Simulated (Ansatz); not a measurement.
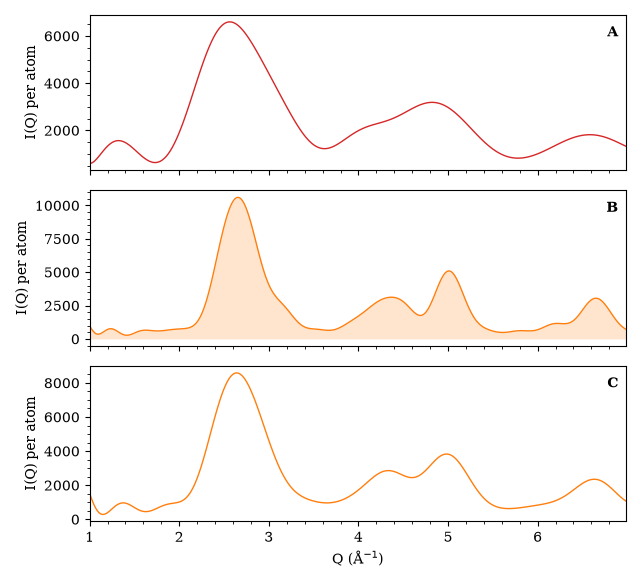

X-ray scattering of spheres cut from the crystal structure of Ta (P6_3/mmc, a = 2.935 Å, b = 2.935 Å, c = 9.952 Å, α = 90.00°, β = 90.00°, γ = 120.00°), calculated atom by atom with the Debye equation (B = 0.5 Å², no relaxation of the surface). Basis of the simulation: the geometry relaxed with DFT r2SCAN, scalar-relativistic, plane waves, PAW (Ansatz); the starting structure was generated, so it need not be a known form of this composition.

The spheres are 10, 14 and 20 Å across. Which curve is which?

curve A: 10 Å (21 atoms); curve B: 20 Å (221 atoms); curve C: 14 Å (69 atoms). Peak widths go roughly as 2π/D, so the largest sphere has the sharpest peaks.

Index the main peaks of the largest sphere.

Q ≈ 2.65 Å⁻¹: 004 + 101 + 102; Q ≈ 4.37 Å⁻¹: 110 + 106; Q ≈ 5.01 Å⁻¹: 114 + 202.
